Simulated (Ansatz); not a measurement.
# Ti$_{9}$O$_{16}$ (charge +4): geometry relaxation (part 3 of 3)

Continued. System: Ti$_{9}$O$_{16}$ (defect cell, 25 atoms in the cell, total charge +4). Method: DFT PBE, scalar-relativistic, plane waves, PAW, no spin polarisation (Ansatz 0.2.0); cutoff 420 eV, 3×3×3 k-mesh, Gaussian smearing of 0.02 eV. The structure derives from an entry of the Crystallography Open Database.

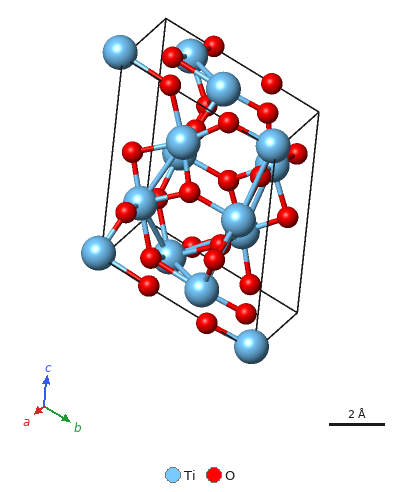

The geometry at step 6 of the log (ball-and-stick view of the cell of the calculation, seen slightly off an axis).

Log, continued:
```
  k-point 1: bands = ["-47.1724", "-47.1720", "-47.0015", "-47.0003", "-46.9122", "-46.9014", "-46.9008", "-46.8967", "-46.5134", "-23.5886", "-23.5364", "-23.5279", "-23.4471", "-23.4193", "-23.4151", "-23.3917", "-23.3808", "-23.3442", "-23.2994", "-23.2597", "-23.2364", "-23.2162", "-23.2075", "-23.2015", "-23.1817", "-23.1577", "-23.1463", "-23.1340", "-23.1227", "-23.1163", "-23.0850", "-23.0742", "-23.0729", "-22.8324", "-22.7674", "-22.7349", "-8.1371", "-7.6481", "-7.5512", "-7.5044", "-7.2374", "-7.1413", "-7.0604", "-7.0354", "-6.9584", "-6.9385", "-6.8715", "-6.8090", "-6.7784", "-6.7173", "-6.7172", "-6.5270", "4.3428", "4.5322", "4.5789", "4.8681", "5.0118", "5.0355", "5.1161", "5.2781", "5.3156", "5.3305", "5.3841", "5.5331", "5.5631", "5.6412", "5.8516", "5.9686", "5.9921", "6.0855", "6.1292", "6.2746", "6.3374", "6.4935", "6.7322", "6.8187", "6.8981", "7.1668", "7.2127", "7.2252", "7.3359", "7.3615", "7.5236", "7.6016", "7.7018", "7.7959", "7.9727", "8.0124", "8.0971", "8.1912", "8.2379", "8.3255", "8.4667", "8.4949", "8.5194", "8.5698", "8.6764", "8.7941", "8.8327", "9.1890", "11.9524", "11.9891", "12.0442", "12.0886", "12.2006", "12.2312", "12.2728", "12.3495", "12.4293", "12.4746", "12.5977", "12.7595", "12.8306", "12.9478", "13.0031", "13.0283", "13.1760", "13.2610", "13.2705", "13.3280", "13.3657", "13.5375", "13.5758", "13.6942", "13.9134"]
  k-point 2: bands = ["-47.1726", "-47.1718", "-47.0022", "-46.9998", "-46.9076", "-46.9048", "-46.9020", "-46.8966", "-46.5134", "-23.5912", "-23.5379", "-23.5248", "-23.4691", "-23.4357", "-23.4070", "-23.3784", "-23.3455", "-23.3268", "-23.2968", "-23.2554", "-23.2411", "-23.2220", "-23.2118", "-23.1956", "-23.1888", "-23.1779", "-23.1576", "-23.1457", "-23.1298", "-23.0972", "-23.0851", "-23.0755", "-23.0689", "-22.8287", "-22.7676", "-22.7356", "-8.1585", "-7.6685", "-7.3892", "-7.3181", "-7.2916", "-7.1464", "-7.1369", "-7.0713", "-6.9993", "-6.9623", "-6.8934", "-6.8642", "-6.7852", "-6.7572", "-6.6573", "-6.5734", "4.3309", "4.6488", "4.8722", "5.0073", "5.0746", "5.1237", "5.1803", "5.2159", "5.2857", "5.3607", "5.4803", "5.5386", "5.6142", "5.6666", "5.7407", "5.8555", "5.9506", "6.0291", "6.2118", "6.3755", "6.4597", "6.5476", "6.7246", "6.8295", "6.9557", "7.0927", "7.1260", "7.1719", "7.2750", "7.3044", "7.4414", "7.5195", "7.6125", "7.6724", "7.7406", "7.8270", "8.0614", "8.1492", "8.2043", "8.2860", "8.3191", "8.3982", "8.5443", "8.6028", "8.6677", "8.7200", "8.9078", "9.1752", "11.7396", "11.9443", "12.1267", "12.1522", "12.2518", "12.3184", "12.3664", "12.4823", "12.5440", "12.5688", "12.6796", "12.7304", "12.7683", "12.9844", "13.0539", "13.1265", "13.1925", "13.2565", "13.2809", "13.3694", "13.4421", "13.5529", "13.6444", "13.7146", "13.8719"]
  k-point 13: bands = ["-47.1724", "-47.1719", "-47.0021", "-46.9999", "-46.9085", "-46.9027", "-46.9010", "-46.8990", "-46.5133", "-23.5928", "-23.5444", "-23.5214", "-23.4715", "-23.4026", "-23.3994", "-23.3771", "-23.3550", "-23.3308", "-23.2966", "-23.2711", "-23.2372", "-23.2255", "-23.2130", "-23.2051", "-23.1861", "-23.1734", "-23.1576", "-23.1432", "-23.1277", "-23.0978", "-23.0882", "-23.0798", "-23.0726", "-22.8284", "-22.7622", "-22.7378", "-7.8403", "-7.6774", "-7.5860", "-7.3919", "-7.2681", "-7.2253", "-7.1996", "-7.0982", "-6.9703", "-6.9372", "-6.8672", "-6.8284", "-6.7806", "-6.7536", "-6.7128", "-6.5970", "4.6674", "4.8462", "4.8838", "5.0325", "5.0637", "5.0916", "5.1968", "5.3395", "5.4820", "5.5374", "5.5387", "5.6271", "5.7604", "5.8292", "5.8773", "5.9154", "6.0158", "6.1494", "6.2526", "6.3444", "6.4038", "6.4803", "6.5565", "6.6664", "6.7216", "6.8188", "6.9578", "7.0272", "7.1360", "7.1688", "7.2822", "7.3488", "7.4162", "7.4729", "7.6023", "7.6914", "7.9431", "8.0469", "8.1617", "8.3040", "8.4086", "8.4766", "8.5071", "8.6343", "8.7306", "8.8774", "8.9341", "9.0714", "11.7054", "11.9739", "12.0345", "12.1746", "12.2700", "12.3727", "12.4606", "12.5178", "12.6042", "12.6687", "12.7501", "12.7845", "12.9199", "12.9454", "13.0776", "13.1439", "13.2332", "13.2835", "13.3276", "13.3793", "13.4458", "13.5342", "13.5859", "13.6602", "13.7372"]
--- Relaxed structure (9 steps of the walk, 9 accepted, 0 SCFs on fresh bases) ---
  F+E_penalty+E_count = -31657.42519144 eV   max|allowed force component| = 7.076e-3 eV/Å
  atoms:
    - { symbol: Ti, position: [0.7199246444163737, 0.7526214641766481, 0.4822168437001743] }
    - { symbol: Ti, position: [0.5477284098457215, 0.5259415678352007, -0.0036930903995653535] }
    - { symbol: Ti, position: [0.26081815929145974, 0.229237596532255, 0.4822135399741036] }
    - { symbol: Ti, position: [-0.05294005110857335, -0.029972846352508162, -0.0036823888295363706] }
    - { symbol: Ti, position: [0.11878780761046617, 0.6382118669546101, 0.25772595213037275] }
    - { symbol: Ti, position: [0.8623910318728687, 0.3956997251037391, 0.730562800457809] }
    - { symbol: Ti, position: [0.6374451270816044, 0.11916632013195785, 0.2577315595617418] }
    - { symbol: Ti, position: [0.36666679845577244, 0.8345015548715016, 0.7305582510590818] }
    - { symbol: O, position: [0.22386158966187977, 0.5434724623057884, 0.4899814272201352] }
    - { symbol: O, position: [-0.027556376906672828, 0.30515066372478744, 0.001469816015250732] }
    - { symbol: O, position: [0.7300431658098636, 0.06021280202659171, 0.5020044843437991] }
    - { symbol: O, position: [0.49655007993035133, 0.8053669587822977, -0.00041900709905881193] }
    - { symbol: O, position: [0.4190814181577749, 0.585886024938257, 0.22775040826088783] }
    - { symbol: O, position: [0.1880712916372772, 0.35478041269760197, 0.7697178216463123] }
    - { symbol: O, position: [0.9345817768756477, 0.1090194571325182, 0.2633257509624074] }
    - { symbol: O, position: [0.6656555205079719, 0.8440554424235898, 0.7343047293291705] }
    - { symbol: O, position: [0.27048176233578786, 0.9414309985811136, 0.5019914063705785] }
    - { symbol: O, position: [0.0015413738868357745, 0.6938681054862642, -0.00040994287687059176] }
    - { symbol: O, position: [0.7646475319188917, 0.4461683516762655, 0.489997017324498] }
    - { symbol: O, position: [0.52756826205393, 0.19596503305328578, 0.0014794286679092965] }
    - { symbol: O, position: [0.827250007795095, 0.6539626356449171, 0.26330686839833917] }
    - { symbol: O, position: [0.567185748923676, 0.3899061629713879, 0.7343238540616753] }
    - { symbol: O, position: [0.3072054882931782, 0.14151243341886613, 0.22775642242846802] }
    - { symbol: O, position: [0.08018252152797961, 0.9145816201611945, 0.7696998722151841] }
    - { symbol: Ti, position: [0.23302270032483902, 0.23357836182186892, 0.9675227593771317] }
```

Trajectory as extended XYZ (Å, eV, eV/Å), 4 of the 9 frames kept, from step=1 to step=9:
```
25
Lattice="-4.6433 4.6433 0.0000 4.6433 4.6433 0.0000 0.0000 -4.6433 -5.9278" Properties=species:S:1:pos:R:3:forces:R:3 step=1 energy=-31650.99126
Ti    0.0000    4.6433   -2.9639    0.8235  -1.9450   2.3615
Ti    0.0000    4.6433    0.0000   -0.1692   6.8539  -2.7977
Ti    0.0000    0.0000   -2.9639   -0.8066   1.6053   1.6944
Ti    0.0000    0.0000    0.0000   -0.3555  -9.7269  -3.8740
Ti    2.3216    2.3216   -1.4819    2.1099   1.0405  -2.6809
Ti   -2.3216    2.3216   -4.4458    8.9336   0.5262   3.9706
Ti   -2.3216    2.3216   -1.4819   -1.6032  -0.6530  -1.5327
Ti    2.3216    2.3216   -4.4458   -7.2300   0.4439   2.8110
O     1.4168    1.4168   -2.9639    0.3167  -0.0700  -0.3835
O     1.4168    1.4168    0.0000    0.8053  -1.5669  -0.5093
O    -3.2265    1.4168   -2.9639   -0.8046   0.2399  -1.2226
O     1.4168    6.0601    0.0000    0.4133  -0.0063   0.2383
O     0.9048    3.7384   -1.4819   -0.2338  -0.7076   0.8357
O     0.9048   -0.9048   -4.4458    0.1391  -1.6156  -0.8268
O    -3.7384    3.7384   -1.4819   -0.0107   0.4582   0.6587
O     0.9048    3.7384   -4.4458   -0.0764   0.5003  -0.3184
O     3.2265    3.2265   -2.9639    0.5270  -0.3321  -0.6544
O     3.2265    3.2265    0.0000   -0.3879   0.0225   0.3133
O    -1.4168    3.2265   -2.9639   -0.4177  -0.0210  -0.6353
O    -1.4168    3.2265    0.0000    1.6681  -0.2617   0.8214
O    -0.9048    5.5481   -1.4819   -0.0606  -0.3007   0.3836
O    -0.9048    0.9048   -4.4458   -0.1329  -0.2961  -0.2655
O    -0.9048    0.9048   -1.4819    0.3857   0.7169   1.1351
O     3.7384    0.9048   -4.4458   -0.7005   0.3390  -0.1540
Ti    0.0656   -2.4280   -5.2012   -3.1324   4.7561   0.6313
25
Lattice="-4.6433 4.6433 0.0000 4.6433 4.6433 0.0000 0.0000 -4.6433 -5.9278" Properties=species:S:1:pos:R:3:forces:R:3 step=4 energy=-31657.26029
Ti    0.1384    4.6741   -2.9045    0.0093  -0.0249  -0.1465
Ti   -0.1646    4.9922   -0.0967    0.1798  -0.0677   0.1092
Ti   -0.1278   -0.0312   -2.9047    0.0048  -0.0267  -0.1634
Ti    0.1655   -0.3609   -0.0982   -0.1678   0.0422   0.1781
Ti    2.3059    2.4270   -1.5429   -0.0401   0.0642   0.2053
Ti   -2.0158    2.4721   -4.3293    0.0330   0.1089  -0.0943
Ti   -2.2940    2.2134   -1.5348    0.0042  -0.0600   0.1303
Ti    2.0176    2.1634   -4.3352   -0.0210  -0.1086  -0.0518
O     1.3936    1.3336   -2.8399    0.0345   0.0962  -0.1414
O     1.4582    1.3475    0.0156    0.1179  -0.1574  -0.1145
O    -3.1142    1.3810   -3.0602    0.1267   0.0700   0.1764
O     1.3831    6.0949   -0.0350   -0.0737  -0.1298  -0.0013
O     0.8428    3.7455   -1.3544   -0.1900   0.0812   0.0505
O     0.8873   -0.9619   -4.4709   -0.0151  -0.0612   0.0545
O    -3.7681    3.5898   -1.6129   -0.0271   0.1702   0.0733
O     0.7919    3.6179   -4.3866    0.0966   0.0724  -0.0588
O     3.1199    3.2539   -3.0600   -0.1098  -0.0390   0.1510
O     3.2590    3.1833   -0.0319    0.1146   0.1369  -0.0218
O    -1.3824    3.2979   -2.8402   -0.0769  -0.0927  -0.1060
O    -1.4559    3.2872    0.0163   -0.0940   0.1098  -0.1084
O    -0.8682    5.6894   -1.6139    0.0127  -0.1726   0.0986
O    -0.7896    1.0103   -4.3855   -0.1128  -0.0179  -0.0552
O    -0.8381    0.8920   -1.3511    0.2015  -0.0992   0.0383
O     3.7604    0.9520   -4.4689    0.0024   0.0529   0.0353
Ti    0.0037   -2.3299   -5.3254   -0.0096   0.0530  -0.2381
25
Lattice="-4.6433 4.6433 0.0000 4.6433 4.6433 0.0000 0.0000 -4.6433 -5.9278" Properties=species:S:1:pos:R:3:forces:R:3 step=6 energy=-31657.40430
Ti    0.1109    4.6166   -2.8886    0.0751  -0.0414   0.0039
Ti   -0.0810    5.0041   -0.0058   -0.0069  -0.1286   0.0628
Ti   -0.1009    0.0136   -2.8911   -0.0826   0.0480   0.0226
Ti    0.0830   -0.3662   -0.0070    0.0082   0.1079   0.0641
Ti    2.4047    2.3284   -1.5294   -0.1258   0.1108  -0.1398
Ti   -2.1525    2.4126   -4.3374   -0.0545   0.0881   0.1555
Ti   -2.3988    2.3020   -1.5287    0.1291  -0.1064  -0.1396
Ti    2.1595    2.2251   -4.3385    0.0568  -0.1038   0.1568
O     1.4921    1.2924   -2.8993   -0.0043   0.1104  -0.0536
O     1.5492    1.2951    0.0162    0.0839  -0.0721  -0.1138
O    -3.1094    1.3195   -2.9732    0.0615   0.0850   0.0466
O     1.4484    6.0305    0.0075    0.0272   0.0905  -0.0013
O     0.7602    3.6238   -1.3395   -0.0440  -0.0608  -0.0119
O     0.7781   -1.0522   -4.5350   -0.0531  -0.1035  -0.0966
O    -3.8282    3.6012   -1.5604   -0.0376   0.0462   0.0215
O     0.8162    3.6117   -4.3649   -0.0348  -0.0145   0.0334
O     3.1139    3.3158   -2.9720   -0.0591  -0.0825   0.0418
O     3.1980    3.2479    0.0074   -0.0249  -0.0944  -0.0053
O    -1.4865    3.3427   -2.8984    0.0033  -0.1089  -0.0511
O    -1.5437    3.3384    0.0162   -0.0871   0.0876  -0.1084
O    -0.8098    5.6758   -1.5624    0.0354  -0.0382   0.0302
O    -0.8103    1.0249   -4.3630    0.0247   0.0128   0.0342
O    -0.7560    1.0116   -1.3407    0.0537   0.0574  -0.0107
O     3.8686    1.0447   -4.5377    0.0605   0.1133  -0.0931
Ti    0.0034   -2.3254   -5.7253   -0.0049  -0.0031   0.1517
25
Lattice="-4.6433 4.6433 0.0000 4.6433 4.6433 0.0000 0.0000 -4.6433 -5.9278" Properties=species:S:1:pos:R:3:forces:R:3 step=9 energy=-31657.42519
Ti    0.1518    4.5984   -2.8585    0.0004   0.0002   0.0028
Ti   -0.1012    5.0025    0.0219   -0.0021  -0.0060  -0.0004
Ti   -0.1466    0.0364   -2.8584   -0.0009  -0.0002   0.0010
Ti    0.1066   -0.3679    0.0218    0.0005   0.0071   0.0010
Ti    2.4118    2.3183   -1.5277   -0.0015   0.0001  -0.0004
Ti   -2.1670    2.4495   -4.3306   -0.0026  -0.0010  -0.0013
Ti   -2.4065    2.3164   -1.5278    0.0017   0.0002  -0.0006
Ti    2.1723    2.1852   -4.3306    0.0019   0.0023  -0.0006
O     1.4840    1.2878   -2.9045   -0.0031  -0.0024   0.0016
O     1.5449    1.2821   -0.0087   -0.0015  -0.0007   0.0005
O    -3.1102    1.3384   -2.9758    0.0004   0.0005   0.0016
O     1.4339    6.0471    0.0025    0.0016   0.0021  -0.0021
O     0.7745    3.6088   -1.3501   -0.0019   0.0024  -0.0031
O     0.7741   -1.0534   -4.5627   -0.0010  -0.0004  -0.0003
O    -3.8333    3.6230   -1.5609   -0.0023   0.0019  -0.0013
O     0.8284    3.6004   -4.3528   -0.0007   0.0014   0.0011
O     3.1154    3.2964   -2.9757    0.0001   0.0000   0.0012
O     3.2147    3.2309    0.0024   -0.0008  -0.0007  -0.0014
O    -1.4788    3.3470   -2.9046    0.0024   0.0018   0.0024
O    -1.5397    3.3527   -0.0088    0.0021  -0.0006   0.0008
O    -0.8046    5.6551   -1.5608    0.0019  -0.0022  -0.0016
O    -0.8232    1.0344   -4.3529    0.0015  -0.0023   0.0028
O    -0.7694    1.0260   -1.3501    0.0026  -0.0031  -0.0025
O     3.8743    1.0450   -4.5626    0.0016  -0.0010  -0.0008
Ti    0.0026   -2.3259   -5.7352   -0.0003   0.0007  -0.0004
```

Summary:

```csv
quantity,value
outcome,converged
electrons treated,200
free energy,−31657.4252 eV
Fermi energy,10.447 eV
gap on the k-point mesh,2.41 eV
final volume,255.61 Å³
largest force (length of the vector) at the end,0.007 eV/Å
hardware,"4 threads of AMD EPYC (Zen 5), 64 GiB of memory available, shared host"
wall time,52 s (CPU time 3.4 min)
peak memory,1.2 GiB
```
